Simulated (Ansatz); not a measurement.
Single-point calculation of TaN (part 1 of 3)

TaN (P6/mmm, 6 atoms in the cell), computed with DFT PBE, scalar-relativistic, plane waves, PAW, spin-polarised (Ansatz 0.2.0).

The structure derives from an entry of the Crystallography Open Database. It belongs to a series of runs on one base structure; here: random orbitals: random, high filling.

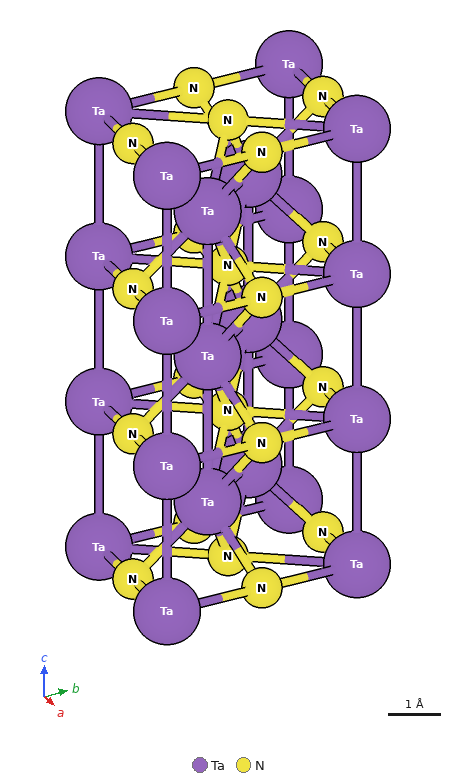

Figure 1. The structure (ball-and-stick view of the cell of the calculation, repeated 1 × 1 × 3, seen slightly off an axis).

### Summary

| quantity | value |
| --- | --- |
| outcome | converged |
| space group (tolerance 0.01 Å) | P6/mmm (191) |
| electrons treated | 54 |
| free energy | −30953.0315 eV |
| Fermi energy | 19.723 eV |
| gap on the k-point mesh | none (metallic) |
| net moment of the cell | 0.00 μB |
| integrated absolute moment | 0.00 μB |
| pressure | 10.43 GPa |
| largest force (length of the vector) | under 0.001 eV/Å |
| hardware | 4 threads of Intel Xeon (Emerald Rapids), 16 GiB of memory available, shared host |
| wall time | 21 s (CPU time 80 s) |
| peak memory | 0.6 GiB |

### Remarks

The program warns: some starting moments were not kept; the typed occupations were not kept; the occupation matrices lower the symmetry. Spin–orbit coupling is left out, which matters for Ta. The cell is under a pressure of 10.4 GPa at this level, so it is not at its equilibrium volume.

### Input
```yaml
crystal:
  lattice:
    - [5.1850002, 0.0, 0.0]
    - [-2.5925001, 4.49034189, 0.0]
    - [0.0, 0.0, 2.90800053]
  atoms:
    - { symbol: Ta, position: [0.0, 0.0, 0.0], spin: 2.0 }
    - { symbol: Ta, position: [0.3333333333, 0.6666666667, 0.5], spin: 2.0 }
    - { symbol: Ta, position: [0.6666666667, 0.3333333333, 0.5], spin: 2.0 }
    - { symbol: "N", position: [0.5, 0.0, 0.0] }
    - { symbol: "N", position: [0.5, 0.5, 0.0] }
    - { symbol: "N", position: [0.0, 0.5, 0.0] }
basis:
  ecutwfc: 420
  ecutrho_ratio: 4
kpoints:
  mp_grid: { grid: [4, 4, 7] }
hamiltonian:
  xc: pbe
  hubbard:
    sites:
      - { site: 0, l: d, u_eff: 0.0, starting_ns: [{ spin: up, occupation_matrix: s0up }, { spin: down, occupation_matrix: s0down }] }
      - { site: 1, l: d, u_eff: 0.0, starting_ns: [{ spin: up, occupation_matrix: s1up }, { spin: down, occupation_matrix: s1down }] }
      - { site: 2, l: d, u_eff: 0.0, starting_ns: [{ spin: up, occupation_matrix: s2up }, { spin: down, occupation_matrix: s2down }] }
    occupation_matrices:
      s0up:
        matrix:
          - [0.20926, 0.30434, -0.06073, -0.06792, 0.20749]
          - [0.30434, 0.5463, 0.05517, -0.01019, 0.35668]
          - [-0.06073, 0.05517, 0.6724, 0.43197, 0.02878]
          - [-0.06792, -0.01019, 0.43197, 0.3102, -0.01266]
          - [0.20749, 0.35668, 0.02878, -0.01266, 0.26184]
      s0down:
        matrix:
          - [0.02, 0.0, 0.0, 0.0, 0.0]
          - [0.0, 0.02, 0.0, 0.0, 0.0]
          - [0.0, 0.0, 0.02, 0.0, 0.0]
          - [0.0, 0.0, 0.0, 0.02, 0.0]
          - [0.0, 0.0, 0.0, 0.0, 0.02]
      s1up:
        matrix:
          - [0.03704, 0.03955, 0.0, 0.11422, -0.0359]
          - [0.03955, 0.80471, 0.32545, 0.08892, 0.11963]
          - [0.0, 0.32545, 0.17285, -0.08271, 0.09531]
          - [0.11422, 0.08892, -0.08271, 0.83032, -0.29222]
          - [-0.0359, 0.11963, 0.09531, -0.29222, 0.15508]
      s1down:
        matrix:
          - [0.02, 0.0, 0.0, 0.0, 0.0]
          - [0.0, 0.02, 0.0, 0.0, 0.0]
          - [0.0, 0.0, 0.02, 0.0, 0.0]
          - [0.0, 0.0, 0.0, 0.02, 0.0]
          - [0.0, 0.0, 0.0, 0.0, 0.02]
      s2up:
        matrix:
          - [0.67874, -0.28234, -0.00505, 0.02481, -0.33393]
          - [-0.28234, 0.14115, -0.00787, -0.0165, 0.14272]
          - [-0.00505, -0.00787, 0.72699, 0.41322, 0.03108]
          - [0.02481, -0.0165, 0.41322, 0.26269, 0.0041]
          - [-0.33393, 0.14272, 0.03108, 0.0041, 0.19042]
      s2down:
        matrix:
          - [0.02, 0.0, 0.0, 0.0, 0.0]
          - [0.0, 0.02, 0.0, 0.0, 0.0]
          - [0.0, 0.0, 0.02, 0.0, 0.0]
          - [0.0, 0.0, 0.0, 0.02, 0.0]
          - [0.0, 0.0, 0.0, 0.0, 0.02]
    ns_hold: { iters: 12 }
scf:
  occupations: { method: gaussian, width: 0.05 }
  lower_state_search: "off"
  max_iter: 150
output:
  forces: true
  stress: true
  eigenvalues: true
  populations: true
  hubbard: { sites: [{ site: 0, l: d }, { site: 1, l: d }, { site: 2, l: d }] }
  write_density: true
  write_potential: true
  elf: true
  volumetric_format: npy
magnetization:
  spin_polarized: true
```

Run as:
```bash
ansatz run input.yaml --threads 4 --pin off --max-ram 6144MiB --backend cpu --events-out ev --progress --plain --runs-dir out
```

### Output
```
Warning: crystal.symmetry: narrowed to the stabiliser of the occupation matrices — unitary ops 24 → 1; lowered by the specified shells (site 0, l: d), (site 1, l: d), (site 2, l: d); largest admitted image defect 4.4e-16, smallest excluded 4.3e-1 — at a splitting's scale: the group the occupation matrices' own texture admits
Ta: projections on atomic orbitals take those of the free atom [Kr 4d10 4f14] 5s2 5p6 5d3 6s2, of charge +0.00 (hamiltonian.pseudopotentials.projection_atoms); the dataset's partial waves leave at most 6.0e-5 of an orbital's norm unspanned inside its sphere
N: projections on atomic orbitals take those of the free atom [He] 2s2 2p3, of charge +0.00 (hamiltonian.pseudopotentials.projection_atoms); the dataset's partial waves leave at most 9.3e-9 of an orbital's norm unspanned inside its sphere
Engine: ansatz 0.2.0, x86_64-unknown-linux-gnu
Pseudopotentials: kind: paw
Pseudopotential: Ta, paw, valence charge 13, recommended cutoff 420 eV (normal), Ta.paw.azcp
Pseudopotential: N, paw, valence charge 5, recommended cutoff 420 eV (normal), N.paw.azcp
Functional definition: PBE
  parameter kappa = 0.804
  parameter beta = 0.06672455060314922
  exchange = pbe_x(kappa = kappa, mu = beta*pi^2/3)
  correlation = pbe_c(beta = beta)
Crystal: 6 atoms, lattice volume = 67.705 Å³
Basis set: ecut = 420 eV, 1287 PW (Γ), exchange–correlation on 72×72×40 points (8 copies of the dense FFT grid, shifted against one another)
Bands: 36, of which v1, the nominal top of the filled ones, is band 27 counted from 1 (26 counted from 0)
Symmetry: 1 space group operations
k-points: 58 of 112 (time reversal used)
Non-local potential: Ta, projectors of the file, l = 0: 3, l = 1: 2, l = 2: 2, l = 3: 1
Non-local potential: N, projectors of the file, l = 0: 2, l = 1: 2, l = 2: 1
PAW form: soft (Blöchl's): semilocal exchange-correlation on the pseudo side does not see the compensation charge
PAW one-centre angular grid: Ta, 590 points (default); XC on 64 Gauss nodes
PAW one-centre angular grid: N, 110 points (default); XC on 64 Gauss nodes
Initial density: superposition of atomic densities (chi_scale 0.1, normalization cell, long waves kept (reshape's long-wave potential 0.02 eV rms))
Starting moments: Σ|m| = 6 μB on 3 of 6 sites
Initial wavefunctions: pseudopotential atomic-orbital guess
Functional: x = pbe(κ = 0.804, μ = 0.2195149727645171), c = pbe(β = 0.06672455060314922)
```
